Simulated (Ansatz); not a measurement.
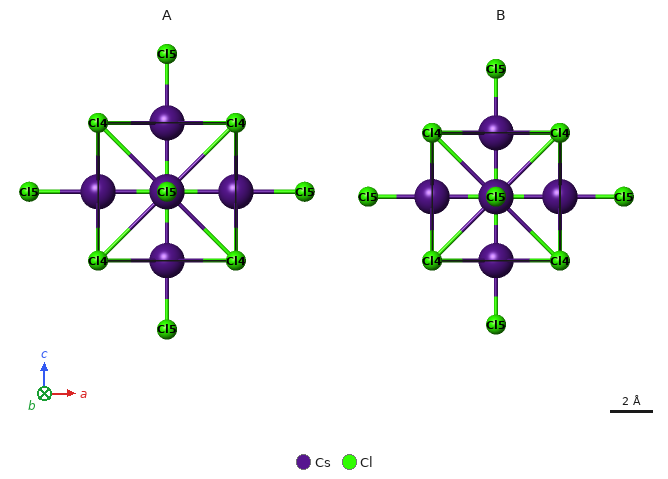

Two geometries of crystalline Cs3Cl2 (a generated structure, set up in Pm-3m) (coarse preliminary run), drawn at one scale. One is the start of a relaxation, the other its converged end. The picture is a ball-and-stick view of the cell of the calculation, seen along the b axis.

The calculation used Ansatz 0.2.0, DFT PBE, scalar-relativistic, plane waves, PAW. (plane-wave cutoff 420 eV; k-point mesh 4 × 4 × 4; occupations gaussian; smearing width 0.1 eV; no spin polarisation; cell and atoms relaxed; force threshold 0.04 eV/Å; at most 70 steps)

Which one is relaxed?

Structure A is the relaxed one. No atom moves by more than 0.005 Å relative to the cell. The volume changes by +25.1 %, with a = b = c 6.185 → 6.665 Å (+7.8 %). Some distances before and after: Cl–Cs 4.374 → 4.713 Å, Cl–Cs 3.093 → 3.333 Å. The space group stays Pm-3m (No. 221). The energy falls by 117 meV per atom in 2 accepted moves (3 points after the start). All forces vanish by symmetry, so only the cell relaxes. The pressure goes from 3.21 to 0.40 GPa. The SCF was repeated once at an unchanged geometry on a basis and grid sized afresh for the cell, which shifted the energy by 0.4 meV per atom at most. Cost: 14 s on 1 thread of Intel(R) Xeon(R) 6975P-C (Granite Rapids), with other jobs on the host, peak memory 0.54 GiB.
